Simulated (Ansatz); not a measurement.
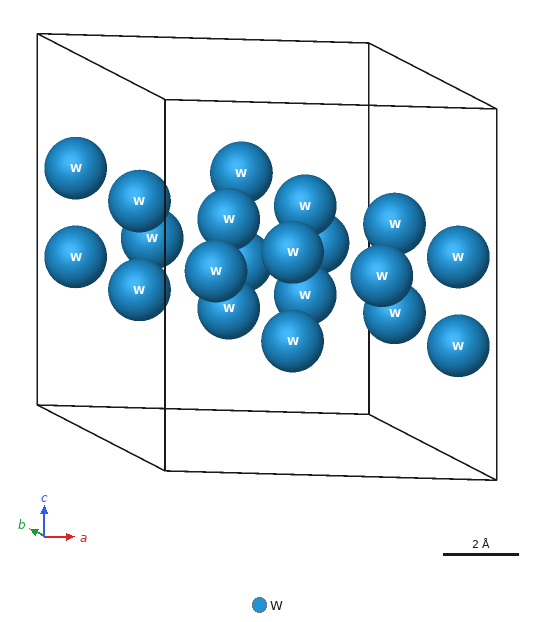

*The structure as given in the input (spheres-only view of the 2 × 2 repeat of the cell, with the vacuum cut short, seen slightly off an axis). An atom can appear more than once, as a periodic image.*

## Geometry relaxation of W

W (slab, 5 atoms in the cell), computed with DFT, PBEsol, all-electron LAPW, scalar-relativistic (Ansatz 0.2.0).

The run did not end well. It belongs to a series of runs on one base structure; here: atoms relaxed, LAPW.

## The input
```yaml
crystal:
  lattice:
    - [4.4602931094, 0.0, 0.0]
    - [-2.2301465547, 3.8627271411, 0.0]
    - [0.0, 0.0, 19.6418]
  atoms:
    - { symbol: W, position: [0.8333333333, 0.1666666667, 0.4201524981] }
    - { symbol: W, position: [0.1666666667, 0.8333333333, 0.4564785035] }
    - { symbol: W, position: [0.5, 0.5, 0.5000000003] }
    - { symbol: W, position: [0.8333333333, 0.1666666667, 0.5435214968] }
    - { symbol: W, position: [0.1666666667, 0.8333333333, 0.5798475014] }
kpoints:
  mp_grid: { grid: [11, 11, 1] }
scf:
  occupations: { method: fermi_dirac, width: 0.1 }
hamiltonian:
  xc: pbesol
  pseudopotentials: { kind: all_electron, lapw: { basis_error: 0.001 } }
output:
  forces: true
  stress: true
  eigenvalues: true
relax:
  f_tol: 0.01
  max_steps: 12
efield:
  axis: 3
  amplitude: 0
  dipole_correction: true
```

Hardware: 2 threads of Arm Neoverse V2, 128 GiB of memory available, shared host.

Launch command:
```bash
ansatz run input.yaml --threads 2 --pin off --max-ram 4096MiB --backend cpu --events-out ev --progress --plain --runs-dir out
```

## The program's output
```
The last accepted step is kept in [file] (removed where the run ends without a failure and the disk answers)
LAPW: plane waves up to 10.610 Å⁻¹, error target 1.0e-3 eV per atom; small_component_spin mean_spin; W in spheres of 1.175 Å, 46 of its electrons in bands, Dirac shells [] (how accurate: hamiltonian.pseudopotentials.lapw.basis_error, Limitations)
Engine: ansatz 0.2.0, aarch64-unknown-linux-gnu
Pseudopotentials: kind: all_electron
Pseudopotential: W, LAPW, valence charge 46, lapw/all_electron/scalar/gaussian/W, Koelling and Harmon's equation, gaussian nucleus
Functional definition: PBEsol
  exchange = pbesol_x
  correlation = pbesol_c
Crystal: 5 atoms, lattice volume = 338.407 Å³
Basis set: ecut = 428.9060134341542 eV, 6829 PW (Γ), exchange–correlation at level 2
Bands: 138, of which v1, the nominal top of the filled ones, is band 115 counted from 1 (114 counted from 0)
Symmetry: 6 space group operations
k-points: 16 of 121 (time reversal used)
Non-local potential: W, projectors of the file, none
Initial density: superposition of atomic densities (neutral atoms: chi_scale 0, normalization atom)
Initial wavefunctions: plane waves of lowest kinetic energy (no species holds an atomic orbital)
Functional: x = pbesol(κ = 0.804, μ = 0.12345679012345678), c = pbesol(β = 0.046)
iter 1 solved again at ethr=9.58e-3 eV; its pass at ethr=1.00e-1 eV (dr2=2.20e1 eV) is discarded
SCF iter   1: F=—  HF=-2195366.180499 eV  |F-HF|=—  |Δ(HF+E_count)|=         —  Δρ=3.64e-2  dr2=2.20e1  ethr=9.58e-3  p=0.000 e·Å  D=5.61e-14 V/Å  ΔV_dip=-0.00 eV  dr2_dipole=2.36e-15  V_vac-E_F(+/−)=6.65/6.65 eV  ⟨swp⟩=2.0  Hψ=13590  notcnv=0
efield: sawtooth ramp at fractional position 0.9500 (placed from the atoms, in the widest stretch of the axis that holds none; the zero of the levels goes with the place), width 0.1000; the density the first Hamiltonian is built on has a dipole p = 0.000 e·Å; the dipole correction subtracts the counter field D = 1.01e-13 V/Å, which shifts the + side's vacuum level by -0.00 eV against the − side's; the planar-averaged density in the ramp window peaks in size at 5.9e-7 e/Å³
preconditioner: auto → LDOS  [metal: Δε(μ)=0.006 eV  Ē_g=29.156 eV  σ=0.100 eV  W_gap=0.01  n_scr=92 (ndim 8)  ℏωp=23.0 eV  f_vac=0.701  D(μ)=4.49/eV (n_scr^D=8)  β→1.0]
SCF iter   2: F=—  HF=-2195363.871747 eV  |F-HF|=—  |Δ(HF+E_count)|=    2.31e0  Δρ=3.30e-2  dr2=1.24e1  ethr=9.58e-3  p=-0.000 e·Å  D=-3.22e-9 V/Å  ΔV_dip=0.00 eV  dr2_dipole=6.23e-16  V_vac-E_F(+/−)=3.91/3.91 eV  ⟨swp⟩=3.0  Hψ=6779  notcnv=0
SCF iter   3: F=—  HF=-2195361.931030 eV  |F-HF|=—  |Δ(HF+E_count)|=    1.94e0  Δρ=9.09e-3  dr2=1.34e0  ethr=5.39e-3  p=-0.000 e·Å  D=-4.39e-9 V/Å  ΔV_dip=0.00 eV  dr2_dipole=4.43e-14  V_vac-E_F(+/−)=4.76/4.76 eV  ⟨swp⟩=3.0  Hψ=6774  notcnv=0
iter 4 solved again at ethr=3.22e-5 eV; its pass at ethr=5.84e-4 eV (dr2=7.40e-2 eV) is discarded
SCF iter   4: F=—  HF=-2195361.719673 eV  |F-HF|=—  |Δ(HF+E_count)|=         —  Δρ=2.21e-3  dr2=7.38e-2  ethr=3.22e-5  p=0.000 e·Å  D=4.90e-9 V/Å  ΔV_dip=-0.00 eV  dr2_dipole=1.37e-13  V_vac-E_F(+/−)=4.27/4.27 eV  ⟨swp⟩=2.0  Hψ=11381  notcnv=0
the basis was enlarged: its passes take 2.5 MiB over the memory plan, 2 of 2 planned eigensolver slots
SCF iter   5: F=—  HF=-2195361.707410 eV  |F-HF|=—  |Δ(HF+E_count)|=   1.23e-2  Δρ=9.17e-4  dr2=5.18e-3  ethr=3.21e-5  p=0.000 e·Å  D=1.30e-8 V/Å  ΔV_dip=-0.00 eV  dr2_dipole=3.42e-13  V_vac-E_F(+/−)=4.07/4.07 eV  ⟨swp⟩=3.0  Hψ=6655  notcnv=0
SCF iter   6: F=—  HF=-2195361.705100 eV  |F-HF|=—  |Δ(HF+E_count)|=   2.31e-3  Δρ=2.88e-4  dr2=3.43e-4  ethr=2.25e-6  p=0.000 e·Å  D=4.75e-9 V/Å  ΔV_dip=-0.00 eV  dr2_dipole=7.51e-15  V_vac-E_F(+/−)=4.02/4.02 eV  ⟨swp⟩=3.0  Hψ=6581  notcnv=0
SCF iter   7: F=—  HF=-2195361.705193 eV  |F-HF|=—  |Δ(HF+E_count)|=   9.27e-5  Δρ=1.23e-4  dr2=1.04e-4  ethr=1.49e-7  p=-0.000 e·Å  D=-3.08e-10 V/Å  ΔV_dip=0.00 eV  dr2_dipole=6.12e-16  V_vac-E_F(+/−)=4.00/4.00 eV  ⟨swp⟩=3.0  Hψ=6690  notcnv=0
SCF iter   8: F=—  HF=-2195361.705210 eV  |F-HF|=—  |Δ(HF+E_count)|=   1.71e-5  Δρ=3.93e-5  dr2=1.29e-5  ethr=4.50e-8  p=0.000 e·Å  D=4.13e-10 V/Å  ΔV_dip=-0.00 eV  dr2_dipole=3.76e-20  V_vac-E_F(+/−)=3.99/3.99 eV  ⟨swp⟩=3.0  Hψ=6713  notcnv=0
SCF iter   9: F=-2195361.705211 eV  HF=-2195361.705212 eV  |F-HF|=3.50e-7  |Δ(HF+E_count)|=   1.38e-6  Δρ=1.82e-5  dr2=1.54e-6  ethr=5.60e-9  p=-0.000 e·Å  D=-8.97e-12 V/Å  ΔV_dip=0.00 eV  dr2_dipole=4.52e-16  V_vac-E_F(+/−)=3.99/3.99 eV  ⟨swp⟩=3.0  Hψ=6824  notcnv=0
SCF 1 converged in 9 iterations: F = -2195361.705211 eV  dr2 = 1.54e-6
relax step   1: F+E_penalty+E_count = -2195361.70521124 eV  Δ(F+E_penalty+E_count) = +0.000e0 eV  max|allowed force component| = 1.138e-2 eV/Å  Δτ_max = 0.0000 Å  (9 SCF iters, dr2 threshold 2.50e-6 eV, accepted)
Initial density: handed on by an earlier stage of this run
Initial wavefunctions: those handed on with the density
iter 1 solved again at ethr=7.94e-9 eV; its pass at ethr=1.00e-1 eV (dr2=1.83e-5 eV) is discarded
SCF iter   1: F=—  HF=-2195361.705234 eV  |F-HF|=—  |Δ(HF+E_count)|=         —  Δρ=7.61e-5  dr2=5.19e-5  ethr=7.94e-9  p=-0.000 e·Å  D=-7.09e-9 V/Å  ΔV_dip=0.00 eV  dr2_dipole=6.25e-14  V_vac-E_F(+/−)=3.99/3.99 eV  ⟨swp⟩=4.0  Hψ=10683  notcnv=0
efield: sawtooth ramp at fractional position 0.9500 (handed on by an earlier solve), width 0.1000; the density the first Hamiltonian is built on has a dipole p = -0.000 e·Å; the dipole correction subtracts the counter field D = -7.09e-9 V/Å, which shifts the + side's vacuum level by +0.00 eV against the − side's; the planar-averaged density in the ramp window peaks in size at 2.9e-7 e/Å³
preconditioner: auto → LDOS  [metal: Δε(μ)=0.197 eV  Ē_g=28.626 eV  σ=0.100 eV  W_gap=0.46  n_scr=92 (ndim 8)  ℏωp=23.0 eV  f_vac=0.707  D(μ)=3.16/eV (n_scr^D=8)  β→1.0]
SCF iter   2: F=—  HF=-2195361.705237 eV  |F-HF|=—  |Δ(HF+E_count)|=   2.58e-6  Δρ=7.52e-5  dr2=7.01e-5  ethr=7.94e-9  p=0.000 e·Å  D=2.41e-10 V/Å  ΔV_dip=-0.00 eV  dr2_dipole=1.40e-14  V_vac-E_F(+/−)=3.99/3.99 eV  ⟨swp⟩=3.0  Hψ=6831  notcnv=0
SCF iter   3: F=—  HF=-2195361.705223 eV  |F-HF|=—  |Δ(HF+E_count)|=   1.41e-5  Δρ=2.09e-5  dr2=3.90e-6  ethr=7.94e-9  p=0.000 e·Å  D=5.86e-11 V/Å  ΔV_dip=-0.00 eV  dr2_dipole=3.21e-16  V_vac-E_F(+/−)=3.99/3.99 eV  ⟨swp⟩=3.0  Hψ=6824  notcnv=0
```

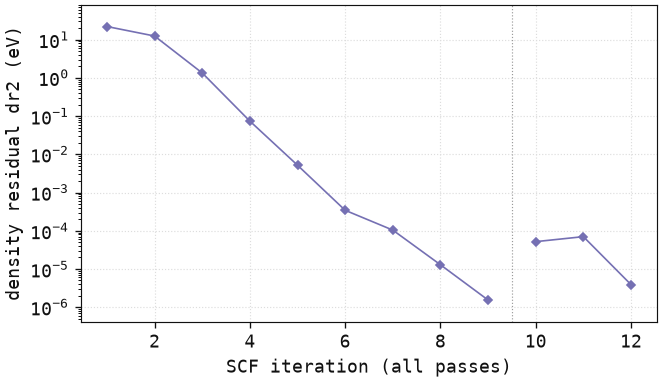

*Convergence of the self-consistent field: density residual dr2 against the SCF iteration. Dotted lines part the SCF passes that the log prints in full.*

## What the run reported

```csv
quantity,value
outcome,stopped at the time limit
wall time,15 min (CPU time 29 min)
peak memory,2.1 GiB
```

## Diagnosis

The run was cut off by its time limit, so the output is incomplete.
